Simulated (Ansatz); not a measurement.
## A series of single points on CaSe

System: CaSe (I4/mmm, 2 atoms in the cell).
Method: DFT, r2SCAN, PAW with Ansatz's default frozen-core files, scalar-relativistic; levels at fixed fractional wave vectors of a strained or displaced cell, no spin polarisation (Ansatz 0.2.0).

The 6 runs differ only in the geometry, by a strain of the cell at fixed fractional positions. Against run 4, the strain is εxx = η, εyy = η and εzz = −0.33 η. The structure derives from an entry of the Crystallography Open Database.

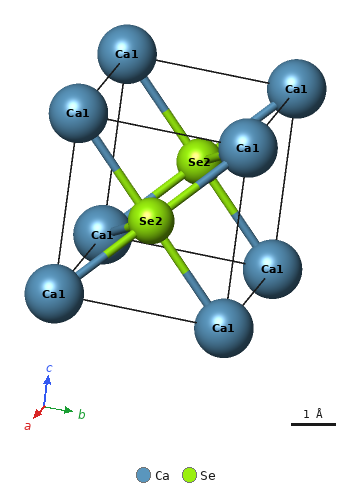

Figure 1. The structure of run 4 (ball-and-stick view of the reduced cell, seen slightly off an axis; atoms are numbered from 1 in the order of the input).

### Input of run 4
```yaml
crystal:
  lattice:
    - [2.98221685893, 2.98221685893, 0.0]
    - [-2.98221685893, 2.98221685893, 0.0]
    - [0.0, 2.98221685893, 2.96245092081]
  atoms:
    - { symbol: Ca, position: [0.0, 0.0, 0.0] }
    - { symbol: Se, position: [0.5, 0.5, 0.0] }
kpoints:
  mp_grid: { grid: [8, 8, 8] }
scf:
  occupations: { method: fixed }
  convergence: { dr2_threshold: 1.0e-10 }
hamiltonian:
  xc: r2scan
  pseudopotentials: { kind: paw }
output:
  forces: true
  stress: true
  eigenstates:
    kpoints:
      - [0.0, 0.0, 0.0]
      - [-0.5, 0.5, 0.0]
      - [-0.5, -0.5, -0.5]
      - [0.0, 0.0, -0.5]
      - [0.0, -0.5, -0.5]
      - [0.0, 0.5, 0.0]
      - [-0.5, 0.0, 0.0]
      - [-0.5, 0.0, -0.5]
  eigenvalues: true
```

Command:
```bash
ansatz run input.yaml --threads 1 --pin off --max-ram 3072MiB --backend cpu --events-out ev --progress --plain --runs-dir out
```

Run 3 differs from it as follows:
```diff
-    - [2.98221685893, 2.98221685893, 0.0]
-    - [-2.98221685893, 2.98221685893, 0.0]
-    - [0.0, 2.98221685893, 2.96245092081]
+    - [2.96737995914, 2.96737995914, 0.0]
+    - [-2.96737995914, 2.96737995914, 0.0]
+    - [0.0, 2.96737995914, 2.96737995914]
```

### Results, with one run withheld

| run | strain parameter η (%) | free energy per atom, from the lowest run given (meV) | pressure (GPa) | gap on the mesh (eV) |
| --- | --- | --- | --- | --- |
| 1 | −1.4934 | 1.66 | 0.93 | 2.47 |
| 2 | −0.9956 | 0.01 | 0.45 | 2.50 |
| 3 | −0.4982 | ? | ? | ? |
| 4 | 0.0000 | 0.00 | −0.42 | 2.53 |
| 5 | 0.4975 | 1.52 | −0.82 | 2.55 |
| 6 | 1.4918 | 7.30 | −1.53 | 2.58 |

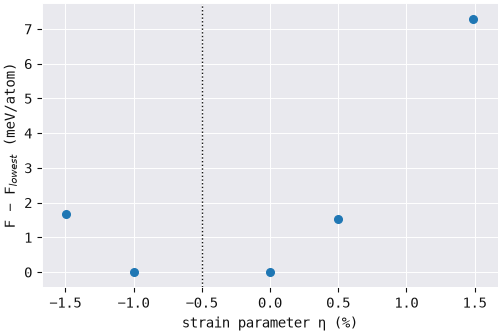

Figure 2. Free energy per atom of the runs given; the dotted line marks run 3.

Fit the runs given and predict run 3.

A cubic polynomial in the coordinate, fitted to the 5 runs given, misses them by under 0.01 meV per atom. With x = η + 0.0999, it reads F = −0.18664 + 1.6692 x + 2.0357 x² − 0.081244 x³ (meV per atom). At run 3 it gives −0.52 meV per atom, and the run itself gives −0.52. The fit has its minimum at η = −0.5003 %. The gap on the mesh goes, without turning, from 2.47 eV in run 1 to 2.58 eV in run 6; run 3 has 2.52 eV. These are gaps of this functional on this mesh, which can miss the band edges; they aren't the measured gap.

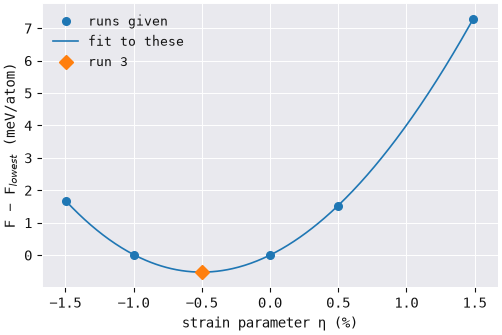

Figure 3. The fit and the withheld run.

### Output, shortened to warnings, some set-up lines, iterations and results (run 3)
```
Basis set: ecut = 500 eV, 1363 PW (Γ), exchange–correlation on 128×128×128 points (64 copies of the dense FFT grid, shifted against one another)
Symmetry: 48 space group operations
k-points: 29 of 512
Initial density: superposition of atomic densities (neutral atoms: chi_scale 0, normalization atom), corrected by the library's trained network
[...]
SCF iter   1: F=—  HF=-7304.413302 eV  |F-HF|=—  |Δ(HF+E_count)|=         —  Δρ=5.69e-3  dr2=2.56e-2  dr2_τ=8.95e-3  ethr=1.77e-3  ⟨swp⟩=4.1  Hψ=2390  notcnv=0  defer=19
SCF iter   2: F=—  HF=-7304.448919 eV  |F-HF|=—  |Δ(HF+E_count)|=   3.56e-2  Δρ=1.83e-3  dr2=9.96e-4  dr2_τ=4.18e-4  ethr=9.85e-5  ⟨swp⟩=3.8  Hψ=1251  notcnv=0  defer=51
SCF iter   3: F=—  HF=-7304.448975 eV  |F-HF|=—  |Δ(HF+E_count)|=   5.52e-5  Δρ=8.73e-4  dr2=1.90e-4  dr2_τ=1.75e-5  ethr=3.83e-6  ⟨swp⟩=2.0  Hψ=933  notcnv=0  defer=53
SCF iter   4: F=—  HF=-7304.449081 eV  |F-HF|=—  |Δ(HF+E_count)|=   1.06e-4  Δρ=2.75e-4  dr2=2.03e-5  dr2_τ=4.02e-6  ethr=7.33e-7  ⟨swp⟩=3.0  Hψ=773  notcnv=0  defer=52
SCF iter   5: F=—  HF=-7304.449082 eV  |F-HF|=—  |Δ(HF+E_count)|=   1.10e-6  Δρ=3.96e-5  dr2=4.49e-7  dr2_τ=4.10e-8  ethr=7.80e-8  ⟨swp⟩=3.0  Hψ=930  notcnv=0  defer=7
SCF iter   6: F=—  HF=-7304.449084 eV  |F-HF|=—  |Δ(HF+E_count)|=   2.46e-6  Δρ=4.69e-6  dr2=1.07e-8  dr2_τ=1.06e-9  ethr=1.73e-9  ⟨swp⟩=2.1  Hψ=719  notcnv=0
SCF iter   7: F=—  HF=-7304.449084 eV  |F-HF|=—  |Δ(HF+E_count)|=   6.24e-9  Δρ=1.59e-6  dr2=1.14e-9  dr2_τ=9.11e-11  ethr=4.11e-11  ⟨swp⟩=2.0  Hψ=870  notcnv=0
SCF iter   8: F=-7304.449084 eV  HF=-7304.449084 eV  |F-HF|=1.27e-11  |Δ(HF+E_count)|=  3.66e-10  Δρ=9.97e-8  dr2=3.87e-12  dr2_τ=2.34e-13  ethr=1.00e-12  ⟨swp⟩=5.1  Hψ=2995  …
SCF 1 converged in 8 iterations: F = -7304.449084 eV  dr2 = 3.87e-12
NSCF: frozen V_eff on 8 k-points
SCF converged after 8 iterations
Free energy (F): -7304.449084 eV
Harris-Foulkes:  -7304.449084 eV  (|F-HF|=1.27e-11)
Internal energy: -7304.449084 eV  (E = F + TS)
E sigma→0 (E₀):  -7304.449084 eV
Fermi energy:    6.701420 eV
--- Per-component energies (eV) ---
  E_band       = -534.945658
  E_kinetic    = 398.440726
  E_local      = -3216.881873  (includes V_loc(G=0)·N_el)
  E_nonlocal   = -533.372886
  E_hartree    = 1477.546299
  E_xc         = -236.841294
  E_vxc        = -301.807991  (∫ρ·V_xc dr)
  E_paw        = -2788.171791  (= ΣΔE_a)
  E_vpaw       = 146.804416  (= ΣTr[D̂ρ^β])
  E_aug_tail   = -0.000208  (compensation charges beyond the density's cutoff)
  E_vtau       = 16.779689  (kinetic-family band-sum trace: ∫τ·v_τ [+ j·A + Jᵃ·Aᵃ] dr)
  E_ewald      = -2403.182621
  E_core_change = -1.985436  (= ΣΔE_core)
  E_smearing   = -0.000000  (= −TS)
  E_closure    = 0.000000  (closes the sum)
  Σ components = -7304.449084   (vs F -7304.449084, Δ=0.00e0)
--- Forces (eV/Å), atoms counted from 1 ---
  atom   1  Ca    -0.00000000     0.00000000     0.00000000
  atom   2  Se     0.00000000    -0.00000000     0.00000000
  max |Σ_I F_I| component: 3.08e-31 eV/Å
--- Stress (GPa, compression-positive) ---
       -0.003749      -0.000000       0.000000
       -0.000000      -0.003749       0.000000
        0.000000       0.000000      -0.003749
  P = ⅓ Tr σ = -0.0037 GPa (-0.037 kbar)
```
